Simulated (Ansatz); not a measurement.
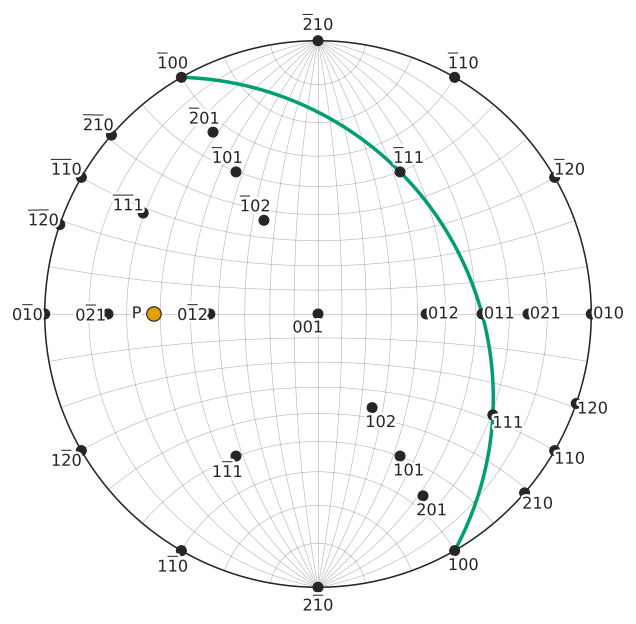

For Mn, the input geometry of an electronic-structure calculation (not necessarily at equilibrium); the starting structure was generated, so it need not be a known form of this composition: stereographic projection of plane normals (upper hemisphere) centred on (0 0 1). Symmetry computed with spglib at a tolerance of 0.002 Å; standard conventional cell.

a = 2.505 Å, b = 2.505 Å, c = 4.073 Å, α = 90.00°, β = 90.00°, γ = 120.00°.

### Index the pole marked P.

P is (0 −1 1), in four indices (0 −1 1 1), 62.0° from the centre.

### Which zone does the coloured great circle trace?

The zone [0 1 −1]: its poles satisfy k − l = 0.

### What is the angle between the normals of (−1 −2 0) and (−1 −1 0), and what are their d_hkl = 1/|g|?

10.9°; d = 0.820 Å and 1.253 Å.
